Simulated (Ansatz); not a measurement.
## Electronic structure of Si₁₂O₂₅ (cell with a defect) in real space

The calculation's input:

```
crystal:
  lattice:
    - [2.552689752, -4.4213883464, 5.5850507656]
    - [2.552689752, -4.4213883464, -5.5850507656]
    - [7.658069256, 4.4213883464, 0.0]
  atoms:
    - { symbol: Si, position: [0.8333333333, 0.1666666667, 0.5] }
    - { symbol: Si, position: [0.3333333333, 0.6666666667, 0.5] }
    - { symbol: Si, position: [0.0833333333, 0.4166666667, 0.0] }
    - { symbol: Si, position: [0.5833333333, 0.9166666667, 0.0] }
    - { symbol: Si, position: [0.5416666667, 0.2083333333, 0.25] }
    - { symbol: Si, position: [0.0416666667, 0.7083333333, 0.25] }
    - { symbol: Si, position: [0.7916666667, 0.4583333333, 0.75] }
    - { symbol: Si, position: [0.2916666667, 0.9583333333, 0.75] }
    - { symbol: Si, position: [0.625, 0.625, 0.25] }
    - { symbol: Si, position: [0.125, 0.125, 0.25] }
    - { symbol: Si, position: [0.875, 0.875, 0.75] }
    - { symbol: Si, position: [0.375, 0.375, 0.75] }
    - { symbol: O, position: [0.656014834, 0.156014834, 0.3959901107] }
    - { symbol: O, position: [0.156014834, 0.656014834, 0.3959901107] }
    - { symbol: O, position: [0.906014834, 0.406014834, 0.8959901107] }
    - { symbol: O, position: [0.406014834, 0.906014834, 0.8959901107] }
    - { symbol: O, position: [0.5726815006, 0.7393481673, 0.1040098893] }
    - { symbol: O, position: [0.0726815006, 0.2393481673, 0.1040098893] }
    - { symbol: O, position: [0.8226815006, 0.9893481673, 0.6040098893] }
    - { symbol: O, position: [0.3226815006, 0.4893481673, 0.6040098893] }
    - { symbol: O, position: [0.3333333333, 0.1666666667, 0.2919802214] }
    - { symbol: O, position: [0.8333333333, 0.6666666667, 0.2919802214] }
    - { symbol: O, position: [0.5833333333, 0.4166666667, 0.7919802214] }
    - { symbol: O, position: [0.0833333333, 0.9166666667, 0.7919802214] }
    - { symbol: O, position: [0.593985166, 0.093985166, 0.1040098893] }
    - { symbol: O, position: [0.093985166, 0.593985166, 0.1040098893] }
    - { symbol: O, position: [0.843985166, 0.343985166, 0.6040098893] }
    - { symbol: O, position: [0.343985166, 0.843985166, 0.6040098893] }
    - { symbol: O, position: [0.0106518327, 0.1773184994, 0.3959901107] }
    - { symbol: O, position: [0.5106518327, 0.6773184994, 0.3959901107] }
    - { symbol: O, position: [0.2606518327, 0.4273184994, 0.8959901107] }
    - { symbol: O, position: [0.7606518327, 0.9273184994, 0.8959901107] }
    - { symbol: O, position: [0.5833333333, 0.4166666667, 0.2080197786] }
    - { symbol: O, position: [0.0833333333, 0.9166666667, 0.2080197786] }
    - { symbol: O, position: [0.8333333333, 0.6666666667, 0.7080197786] }
    - { symbol: O, position: [0.3333333333, 0.1666666667, 0.7080197786] }
    - { symbol: O, position: [0.8333333333, 0.6666666667, 0.0] }
  host:
    lattice:
      - [5.105379504, 0.0, 0.0]
      - [-2.552689752, 4.4213883464, 0.0]
      - [0.0, 0.0, 5.5850507656]
    atoms:
      - { symbol: Si, position: [0.0, 0.5, 0.6666666667] }
      - { symbol: Si, position: [0.5, 0.5, 0.3333333333] }
      - { symbol: Si, position: [0.5, 0.0, 0.0] }
      - { symbol: O, position: [0.7919802214, 0.5839604427, 0.5] }
      - { symbol: O, position: [0.2080197786, 0.7919802214, 0.8333333333] }
      - { symbol: O, position: [0.5839604427, 0.7919802214, 0.1666666667] }
      - { symbol: O, position: [0.2080197786, 0.4160395573, 0.5] }
      - { symbol: O, position: [0.7919802214, 0.2080197786, 0.8333333333] }
      - { symbol: O, position: [0.4160395573, 0.2080197786, 0.1666666667] }
basis:
  ecutwfc: 420
  xc_grid: 2
kpoints:
  mp_grid: { grid: [2, 2, 2], shift: [0.5, 0.5, 0.5] }
hamiltonian:
  xc: pbe
scf:
  occupations: { method: gaussian, width: 0.01 }
output:
  forces: true
  stress: false
  eigenvalues: true
  charged_corrections: { defect_position: [0.83333333, 0.66666667, 0.0] }
  write_density: true
  write_potential: true
  elf: true
  volumetric_format: npy
relax:
  adjacent_minimum: "off"
  f_tol: 0.025
  max_steps: 45
```

Run with:

```sh
ansatz run input.yaml --threads 4 --pin off --max-ram 10240MiB --backend cpu --events-out ev --progress --plain --runs-dir out
```

The fields are those of the run's last geometry, not of the input's.

The SCF solution may not be the lowest one.

All numbers below come from DFT PBE, scalar-relativistic, plane waves, PAW in Ansatz.

In a PAW calculation such maps are meaningful between the atoms, not at the nuclei.

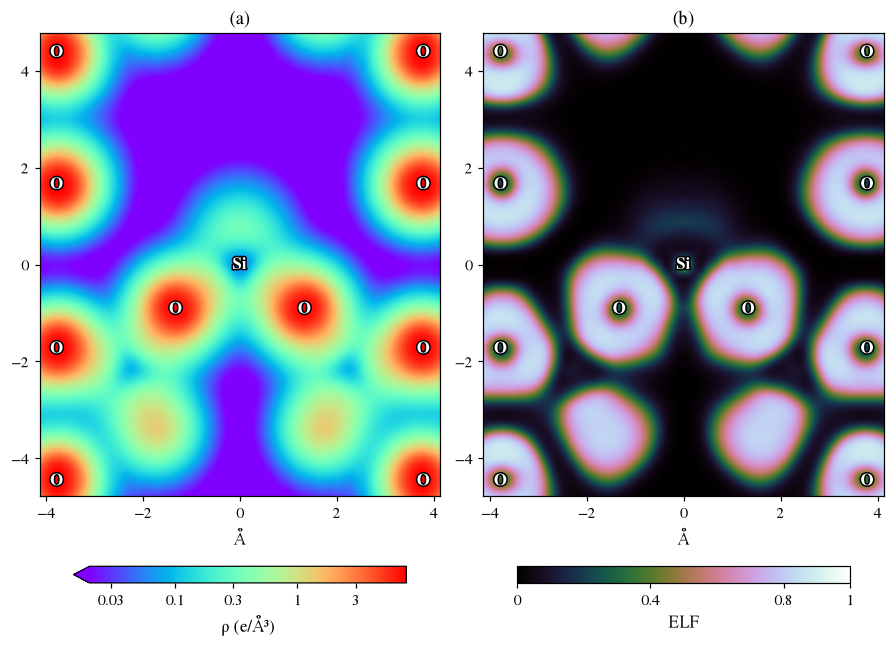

Figure 1. (a) valence electron density; (b) ELF on the (010) plane of the calculation cell.

### What do the fields say about this system?

The plane passes through Si and O nuclei. Atoms just off the plane (Si, 0.3 Å away and O, 0.7 Å away) can leave unmarked features too. Si–O (1.62 Å): the density is about 1.2 e/Å³ at the midpoint; the ELF peaks at about 0.85 between the atoms; a short, strongly polar bond. Between the atoms the lowest density in this plane is 0.006 e/Å³. The ELF also peaks beside O, away from the bonds: lone-pair regions.

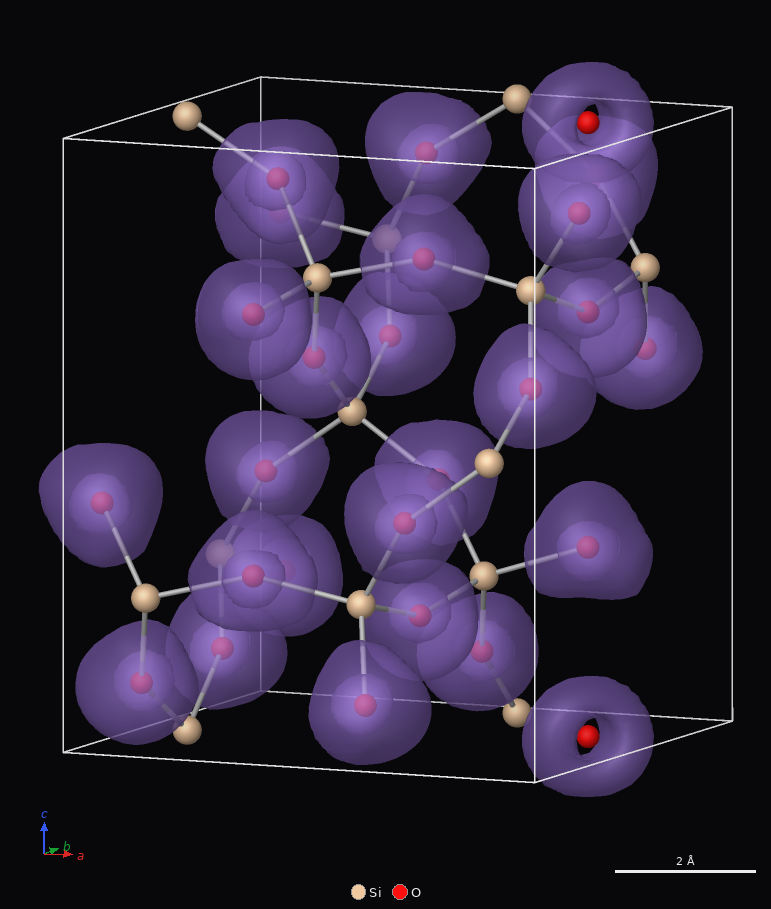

Figure 2. Isosurface of the ELF at 0.75 (purple), seen slightly off an axis. Only the valence region is drawn (cores and ρ < 0.01 e/Å³ removed). Sticks mark near contacts.

### Identify the bonds, lone pairs and shells in this picture.

The surface consists of 24 regions on O in which the atom's valence shell and bonds are merged and one region wrapped around O (its valence shell), counted in one cell of 37 atoms. Any copies at cell faces, edges or corners count once.
